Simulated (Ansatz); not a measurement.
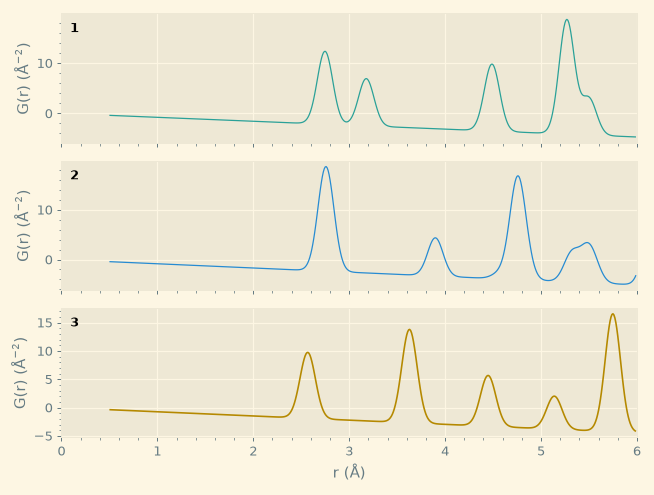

Simulated neutron pair distribution function, G(r) = R(r)/r − 4πρ₀r, summed over the atomic distances of the structure with each pair weighted by the product of the tabulated coherent neutron scattering lengths (natural isotope mix where the element has one); every distance is a Gaussian of σ = 0.08 Å. There is no Q-range truncation.

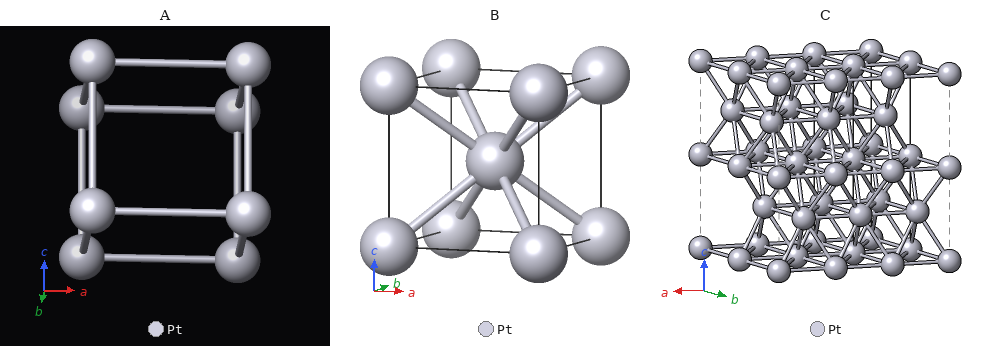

Candidate polymorphs:

A. Pt, a = 2.570 Å, b = 2.570 Å, c = 2.570 Å, α = 90.00°, β = 90.00°, γ = 90.00°, Pm-3m

B. Pt, a = 3.178 Å, b = 3.178 Å, c = 3.178 Å, α = 90.00°, β = 90.00°, γ = 90.00°, Im-3m

C. Pt, a = 2.738 Å, b = 2.738 Å, c = 9.132 Å, α = 90.00°, β = 90.00°, γ = 120.00°, P6_3/mmc

Origins: A, the input geometry of an electronic-structure calculation (not necessarily at equilibrium); the starting structure was generated, so it need not be a known form of this composition; B, coordinates from a relaxation with Ansatz, DFT, revPBE, plane waves (420 eV) with PAW, scalar-relativistic; the starting structure was generated, so it need not be a known form of this composition; C, the input geometry of an electronic-structure calculation (not necessarily at equilibrium); the starting structure was generated, so it need not be a known form of this composition.

**Match each curve to its structure.**

curve 1 is B (Pt, first clear peaks at 2.75 Å (Pt–Pt) and 3.18 Å (Pt–Pt)); curve 2 is C (Pt, first clear peaks at 2.76 Å (Pt–Pt) and 3.90 Å (Pt–Pt)); curve 3 is A (Pt, first clear peaks at 2.57 Å (Pt–Pt) and 3.63 Å (Pt–Pt)).
